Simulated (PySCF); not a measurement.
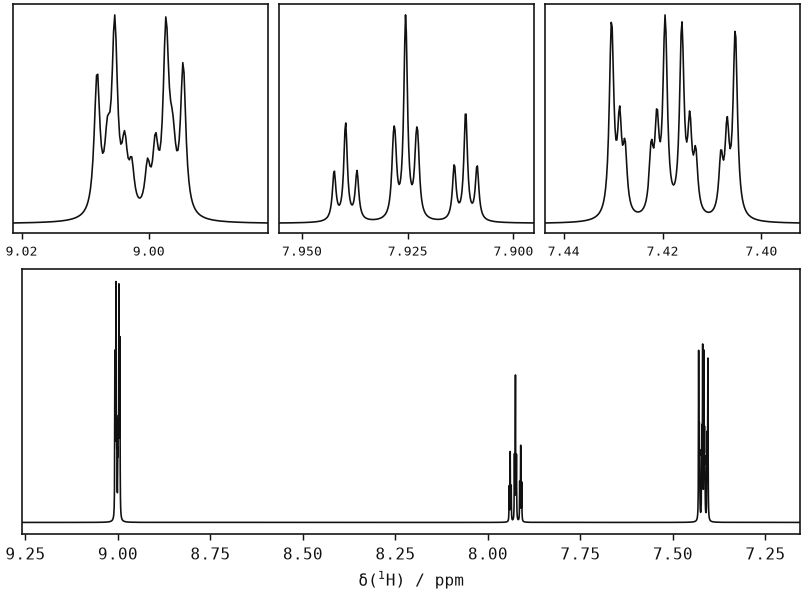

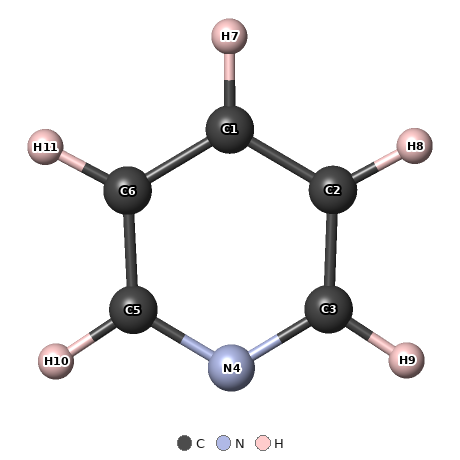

C₅H₅N, SMILES c1ccncc1. Simulated ¹H spectrum at 600 MHz, line width 0.6 Hz, from GIAO shifts (PBE0/pcSseg-1, against TMS) and couplings (B3LYP/pcJ-1), PySCF, at a GFN2-xTB geometry (no frequency check). Gas phase, values of one conformer, averaged over methyl-type rotors and exact or near symmetry; couplings among ¹H are treated exactly, other nuclei are left out. The spin-dipole term of J is left out for all pairs. The upper panels enlarge each group of lines, each scaled alone.

Q: Assign the signals.

A:
```csv
δ (ppm),nuclei,atoms
9.00,2,"H9, H10"
7.93,1,H7
7.42,2,"H8, H11"
```

Q: Which couplings enter the simulation?

A:
| pair | J (Hz) |
| --- | --- |
| H7–H8, H7–H11 | 8.5 |
| H9–H8, H10–H11 | 5.5 |
| H9–H7, H10–H7 | 1.6 |
| H9–H11, H10–H8 | 1.0 |
| H9–H10 | −0.9 |
| H8–H11 | 0.9 |

Not listed: couplings under 0.5 Hz, those between magnetically equivalent nuclei.

Caveats, for all or some of the runs: the tight-binding geometry is rougher than a DFT one and adds to the error.
